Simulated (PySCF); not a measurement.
## A series of single points on Sb

System: Sb (1 atom in the cell).
Method: Kohn-Sham DFT of a periodic cell in Gaussian orbitals, PBEsol, DZVP-MOLOPT-SR/GTH-PBE, no spin polarisation (PySCF 2.14.0).

The 7 runs differ only in the geometry, by an even scaling of the cell at fixed fractional positions. The structure derives from a Materials Project entry.

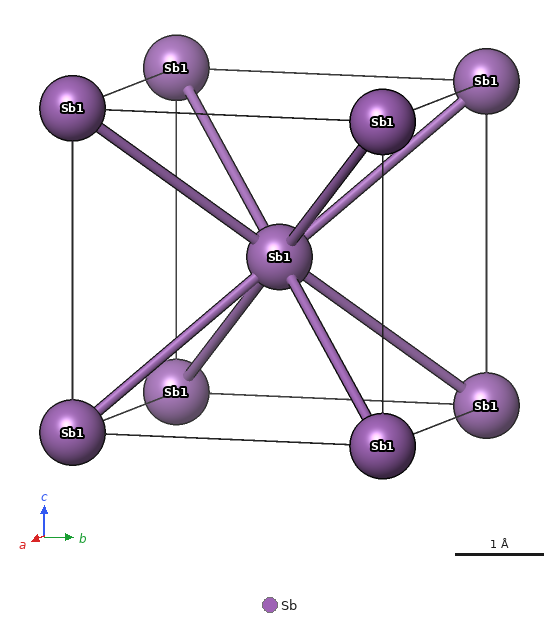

Figure 1. The structure of run 4 (ball-and-stick view of the cell 2 times as large as that of the calculation, set on its symmetry axes, seen slightly off an axis; atoms are numbered from 1 in the order of the input).

## Input of run 4
```python
import json
import numpy as np
from pyscf.pbc import gto, scf, dft, df

cell = gto.Cell()
cell.a = '''
 -1.8713408863    1.8713408863    1.8713408863
  1.8713408863   -1.8713408863    1.8713408863
  1.8713408863    1.8713408863   -1.8713408863'''
cell.atom = '''
Sb   0.0000000000    0.0000000000    0.0000000000'''
cell.unit = 'A'
cell.basis = 'DZVP-MOLOPT-SR-GTH-q5'
cell.pseudo = 'GTH-PBE-q5'
cell.ke_cutoff = 50  # hartree
cell.exp_to_discard = 0.02
cell.precision = 1e-08
cell.space_group_symmetry = True
cell.symmorphic = False
cell.max_memory = 2940  # MB
cell.verbose = 4
cell.build()

res = {}
kpts = cell.make_kpts([10, 10, 10], space_group_symmetry=True, time_reversal_symmetry=True)
cell.space_group_symmetry = False  # the mesh holds the operations; no search on the supercells of the integral code
mf = dft.KRKS(cell, kpts, xc='pbesol')
mf = mf.multigrid_numint()
mf = mf.smearing(sigma=0.00183747, method='fermi')  # hartree
mf.conv_tol = 1e-07
mf.max_cycle = 60

mf.kernel()
res.update(converged=bool(mf.converged), e_tot=mf.e_tot, nelec=cell.nelectron, nao=cell.nao, mesh=list(map(int, cell.mesh)), a=cell.lattice_vectors().tolist(), coords=cell.atom_coords().tolist(),
           mo_energy=[np.real(x).tolist() for x in mf.mo_energy], mo_occ=[np.real(x).tolist() for x in mf.mo_occ])
res.update(e_free=mf.e_free, e_zero=mf.e_zero)
res.update(kpts=kpts.kpts_scaled_ibz.tolist(), weights=kpts.weights_ibz.tolist())
res['parts'] = {k: float(np.real(v)) for k, v in mf.scf_summary.items() if np.isscalar(v)}
json.dump(res, open('results.json', 'w'))
if not mf.converged:
    raise SystemExit('SCF not converged')

print('levels (eV)')
for i, kp in enumerate(res['kpts'][:40]):
    print('k %7.4f %7.4f %7.4f  ' % tuple(kp), ' '.join('%.3f' % (x * 27.211386) for x in res['mo_energy'][i][:8]))

mf = mf.to_khf()  # unfold to the whole mesh
kpts = mf.kpts
# Mulliken populations
dm, s = np.asarray(mf.make_rdm1()), np.asarray(mf.get_ovlp())
sites = cell.aoslice_by_atom()[:, 2:]
tot = np.einsum('kij,kji->i', dm, s).real / len(kpts)
res['mulliken'] = [cell.atom_charge(i) - tot[a0:a1].sum() for i, (a0, a1) in enumerate(sites)]
print('Mulliken charges', np.round(res['mulliken'], 5))

# density of states, Gaussians of 0.15 eV
e = np.asarray(mf.mo_energy).real.reshape(1, -1) * 27.211386
ef = mf.get_fermi()
ef = np.max(ef) * 27.211386
x = np.arange(-15, 10.01, 0.1) + round(ef, 1)
dos = np.exp(-((x[:, None, None] - e) / 0.15) ** 2 / 2).sum(-1).T / (0.15 * np.sqrt(2 * np.pi) * len(kpts)) * 2
res.update(dos_e=x.tolist(), dos=dos.tolist())
for a, b in zip(x[::5], dos.T[::5]):
    print('%8.2f' % a, ' '.join('%9.4f' % y for y in b))

# density on a uniform mesh
grids = dft.gen_grid.UniformGrids(cell)
grids.mesh = [19, 19, 19]
grids.build()
ni = dft.numint.KNumInt()
rho = [ni.get_rho(cell, x, grids, kpts) for x in [dm]]
np.save('rho.npy', np.reshape(rho, (-1, *grids.mesh)))
res['done'] = True
json.dump(res, open('results.json', 'w'))
```

Command:
```bash
OMP_NUM_THREADS=2 python -u run.py > log
```

Run 2 has the same physical settings and fractional positions; its lattice vectors (Å) are:
```
  -1.846049    1.846049    1.846049
   1.846049   -1.846049    1.846049
   1.846049    1.846049   -1.846049
```

## Results, with one run withheld

| run | volume per atom (Å³) | free energy per atom, from the lowest run given (meV) |
| --- | --- | --- |
| 1 | 24.640 | 77.41 |
| 2 | 25.165 | ? |
| 3 | 25.689 | 30.08 |
| 4 | 26.213 | 15.25 |
| 5 | 26.737 | 5.61 |
| 6 | 27.262 | 0.67 |
| 7 | 27.786 | 0.00 |

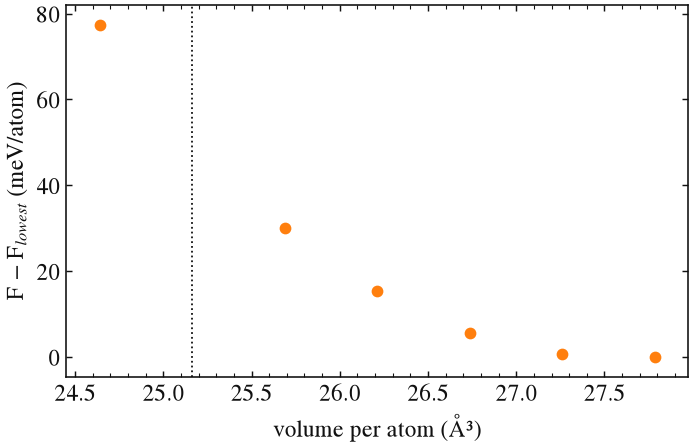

Figure 2. Free energy per atom of the runs given; the dotted line marks run 2.

Fit the runs given and predict run 2.

A cubic polynomial in V^(−2/3) (the Birch–Murnaghan form), fitted to the 6 runs given, misses them by at most 0.01 meV per atom. With x = V^(−2/3) − 0.11292 Å⁻², it reads F = 12.178 + 7200.5 x + 1.0441e+06 x² − 2.1852e+05 x³ (meV per atom). At run 2 it gives 50.58 meV per atom, and the run itself gives 50.62. The fit has its minimum at 27.607 Å³ per atom, where V d²F/dV² gives 64.7 GPa: the bulk modulus at this level, since symmetry fixes the shape and the positions.

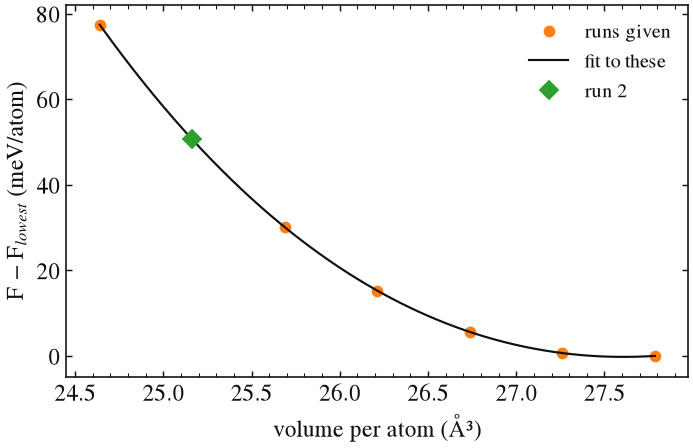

Figure 3. The fit and the withheld run.

## Output, shortened to warnings, some set-up lines, iterations and results (run 2)
```
k-points in IBZ                         weights
[...]
cycle= 1 E= -5.51145068210055  delta_E= -0.0574  |g|= 0.106  |ddm|= 16.2
cycle= 2 E= -5.51175520650308  delta_E= -0.000305  |g|= 0.0111  |ddm|= 1.94
cycle= 3 E= -5.51175709767809  delta_E= -1.89e-06  |g|= 4.36e-05  |ddm|= 0.167
cycle= 4 E= -5.51175710053601  delta_E= -2.86e-09  |g|= 4.54e-07  |ddm|= 0.000619
    sigma = 0.00183747  Optimized mu = 0.328709283998  entropy = 0.193706810318
nelec by numeric integration = 5.00000000000001
    Total E(T) = -5.51175710061001  Free energy = -5.51211303106277  E0 = -5.51193506583639
Extra cycle  E= -5.51175710061001  delta_E= -7.4e-11  |g|= 4.64e-08  |ddm|= 6.55e-06
converged SCF energy = -5.51175710061001
levels (eV)
k  0.0000  0.0000  0.0000   -4.355 15.060 15.060 15.060 20.569 20.569 20.569 23.935
k  0.5000  0.5000 -0.0000   0.080 2.857 10.922 13.064 16.406 16.428 27.310 27.312
k  0.5000  0.5000  0.5000   3.807 6.846 6.846 6.846 11.909 11.909 31.907 31.907
k  0.6000  0.4000 -0.0000   -1.000 4.380 11.165 13.229 16.689 16.760 25.613 26.340
k  0.6000  0.5000  0.5000   3.054 6.089 7.084 7.656 12.607 13.270 28.841 29.967
k  0.6000  0.6000  0.4000   2.186 7.007 7.322 7.322 12.429 15.058 28.880 28.880
k  0.7000  0.3000 -0.0000   -2.444 7.128 11.879 13.689 17.519 17.787 24.385 24.564
k  0.7000  0.5000  0.4000   2.122 5.679 6.564 9.261 13.792 15.472 24.967 29.394
k  0.7000  0.5000  0.5000   1.864 4.815 7.783 9.028 14.611 16.312 24.350 27.116
k  0.7000  0.6000  0.4000   0.888 6.136 8.020 8.928 13.841 18.026 24.623 26.701
k  0.7000  0.7000  0.3000   -0.492 8.220 8.717 8.717 14.066 20.761 25.368 25.468
k  0.7000  0.7000  0.6000   0.805 4.479 5.665 11.555 19.039 21.693 23.804 28.335
k  0.8000  0.2000  0.0000   -3.543 10.287 12.998 14.311 18.766 19.467 23.220 23.854
k  0.8000  0.4000  0.4000   1.740 5.293 5.293 11.460 16.806 16.806 21.041 30.504
k  0.8000  0.5000  0.4000   1.065 4.750 7.114 10.991 16.016 18.721 21.307 27.174
k  0.8000  0.5000  0.5000   0.897 3.754 8.881 10.474 17.016 20.232 20.535 25.016
k  0.8000  0.6000  0.3000   -0.309 6.499 7.965 10.804 15.370 20.460 22.191 25.980
k  0.8000  0.6000  0.4000   -0.142 5.204 9.118 10.573 16.420 20.813 21.053 25.191
k  0.8000  0.6000  0.6000   0.601 3.570 7.384 11.731 18.132 21.108 24.987 26.264
k  0.8000  0.7000  0.3000   -1.563 7.798 9.816 10.740 15.998 21.616 22.516 25.052
k  0.8000  0.7000  0.5000   -0.399 4.894 7.725 11.921 18.257 20.639 24.824 26.643
k  0.8000  0.8000  0.2000   -2.652 10.365 10.919 10.919 17.054 22.563 23.153 23.153
k  0.8000  0.8000  0.4000   -1.801 6.980 8.995 12.466 18.435 19.965 24.583 25.358
k  0.8000  0.8000  0.7000   1.162 4.786 6.244 7.136 24.461 25.113 28.270 28.440
k  0.8000  0.8000  0.8000   0.441 5.064 7.351 7.351 23.858 23.858 27.623 27.623
k  0.9000  0.1000  0.0000   -4.210 13.405 14.312 14.850 20.017 20.745 21.835 23.161
k  0.9000  0.4000  0.4000   1.109 4.236 6.006 12.797 17.973 19.363 20.652 28.168
k  0.9000  0.5000  0.3000   0.196 5.100 6.707 12.740 18.200 18.223 22.291 27.053
k  0.9000  0.5000  0.4000   0.278 3.930 8.354 12.302 17.308 19.290 22.624 25.308
[...]
```
